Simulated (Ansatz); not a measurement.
Na (slab)

The calculation's input:

```
crystal:
  lattice:
    - [4.1953190571, 0.0, 0.0]
    - [0.0, 4.1953190571, 0.0]
    - [0.0, 0.0, 18.1953190571]
  atoms:
    - { symbol: Na, position: [0.5, 0.5, 0.3847143311] }
    - { symbol: Na, position: [0.0, 0.0, 0.5] }
    - { symbol: Na, position: [0.5, 0.5, 0.6152856689] }
basis:
  ecutwfc: 420
kpoints:
  mp_grid: { grid: [7, 7, 1] }
hamiltonian:
  xc: pbe
scf:
  occupations: { method: gaussian, width: 0.1 }
output:
  forces: true
  eigenvalues: true
  write_density: true
  write_potential: true
  elf: true
  volumetric_format: npy
relax:
  adjacent_minimum: "off"
  f_tol: 0.03
  max_steps: 50
  constraints: [{ sites: [0] }]
efield:
  axis: 3
  dipole_correction: true
  ramp_width: 0.04
```

Command:

```sh
ansatz run input.yaml --threads 4 --pin off --max-ram 12288MiB --backend cpu --events-out ev --progress --plain --runs-dir out
```

The fields are those of the relaxed geometry.

Computed without spin polarisation.

Computed with Ansatz 0.2.0, DFT PBE, scalar-relativistic, plane waves, PAW.

The density is the valence pseudo-density of a PAW calculation; it isn't the true density close to the nuclei.

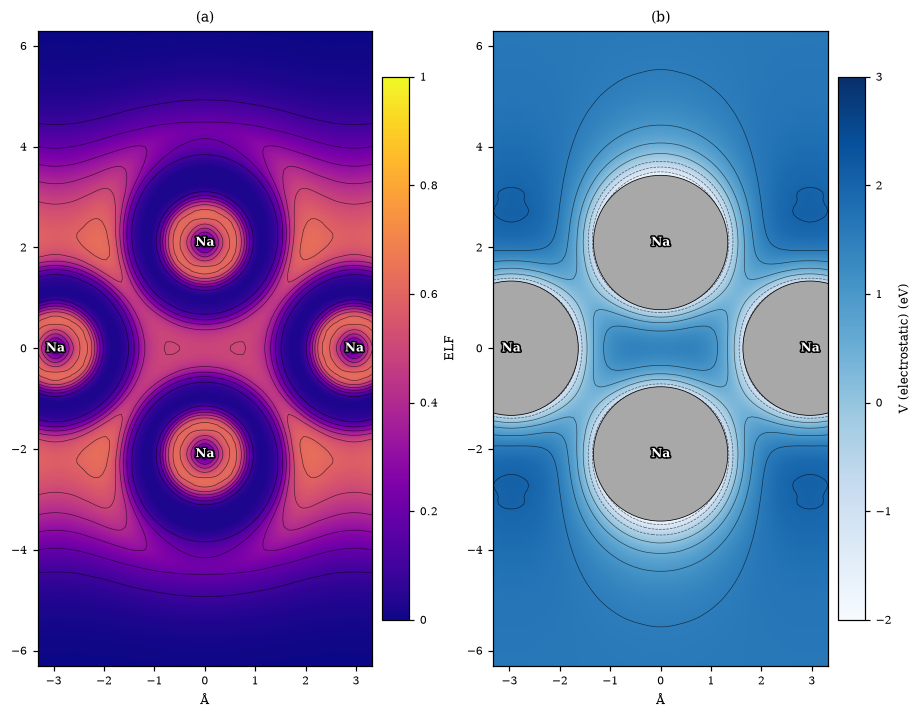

Figure 1. (a) ELF; (b) electrostatic potential energy of an electron on the (11̄0) plane of the calculation cell, a cut from vacuum to vacuum. Grey discs cover the atomic cores in the potential map.

> Interpret the plot.

The section cuts through Na sites.
Na–Na (3.63 Å): the ELF is about 0.45 at the midpoint.
The features right at Na lie inside the PAW spheres, where the map follows smoothed inner orbitals and isn't to be read closely.

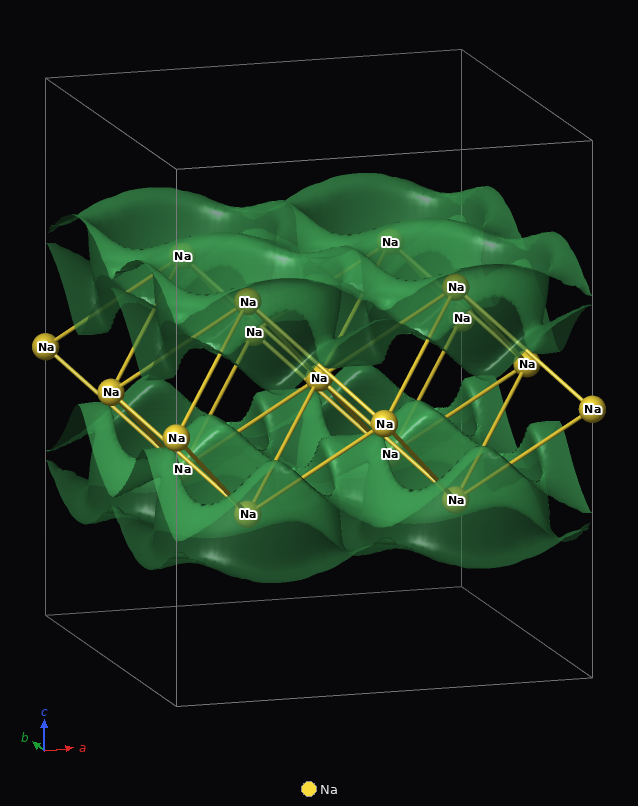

Figure 2. Isosurface of the electron localisation function at 0.55 (green), seen slightly off an axis. Only the valence region is drawn (cores and ρ < 0.01 e/Å³ removed). Sticks mark near contacts.

> Describe the localisation domains.

The ELF exceeds this value in sheets that run through the cell in two directions, counted in one cell of 3 atoms. Counts are for one cell; the picture repeats the cell along the surface. There are no localised bonds or lone pairs at this value.

> Does the calculation make it a metal, or give it a gap?

It is metallic or semimetallic at this level of theory: no gap opens.
